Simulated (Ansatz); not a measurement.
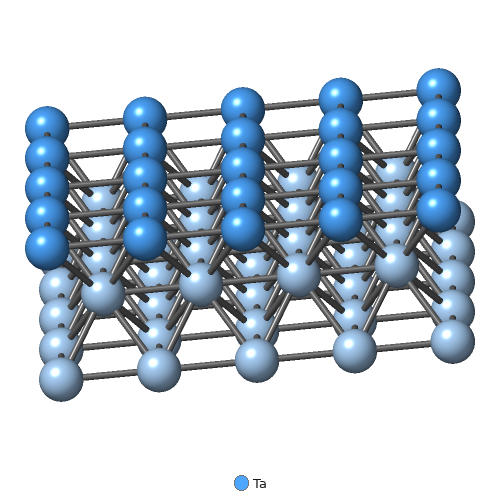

The system is CH on a Ta(100) slab cut from the Fm-3m phase, its upper half relaxed before the scan (12 atoms of substrate and one adsorbate in a 2 × 2 cell); the picture shows it without the atoms that are moved over the map. CH is moved over the surface cell; relaxed at each place: the height of the adsorbate's atoms; substrate rigid; the origin of the map has the adsorbate above Ta9. Places are given modulo a cell vector. The map is drawn in real space over the plane of the surface. Grid: 6 × 6 points; 10 points were computed and 26 follow by symmetry. Places are given in fractions of the 1 × 1 surface cell. All energies are given in eV relative to the lowest grid point. The calculation used DFT LDA, scalar-relativistic, plane waves, PAW (Ansatz). Settings: cutoff 420 eV, k-mesh 5×5×1, gaussian smearing 0.1 eV, spin-polarised.

Range: position of C13 along the first surface vector from 0.000 to 0.833; position of C13 along the second surface vector from 0.000 to 0.833.

> What landscape does the calculation give?

The lowest grid point is at a fourfold hollow over a second-layer Ta atom, (3/6, 3/6) of the cell vectors. No other kind of well shows on this grid. The highest grid point, the top site over a surface Ta atom, (0/6, 0/6) of the cell vectors, lies 3.11 eV above the lowest. On the interpolated surface the easiest way out of the lowest well to its copy in the next cell or period passes a barrier of about 1.9 eV.

| second ↓, first → | 0/6 | 1/6 | 2/6 | 3/6 | 4/6 | 5/6 |
| --- | --- | --- | --- | --- | --- | --- |
| 5/6 | 2.98 | 2.83 | 2.31 | 1.66 | 2.31 | 2.83 |
| 4/6 | 2.49 | 2.31 | 1.71 | 0.97 | 1.71 | 2.31 |
| 3/6 | 1.86 | 1.66 | 0.97 | 0.00 | 0.97 | 1.66 |
| 2/6 | 2.49 | 2.31 | 1.71 | 0.97 | 1.71 | 2.31 |
| 1/6 | 2.98 | 2.83 | 2.31 | 1.66 | 2.31 | 2.83 |
| 0/6 | 3.11 | 2.98 | 2.49 | 1.86 | 2.49 | 2.98 |

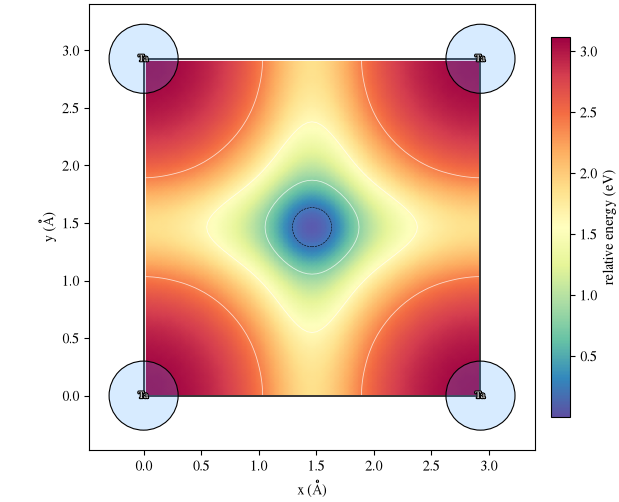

Drawn: a smooth colour map with a few white contour lines, labelled circles for the atoms of the top layer and small ones for the second layer, the outline of one cell of the plane. Between grid points the surface is interpolated.

Each point was launched as `ansatz run input.yaml --threads 4 --pin off --max-ram 12288MiB --backend cpu --events-out ev --progress --plain --runs-dir out`. Time for the 10 points that were run: 46 min on 4 threads of Arm Neoverse N1, on a shared host.

PAW datasets: the set soft_1.
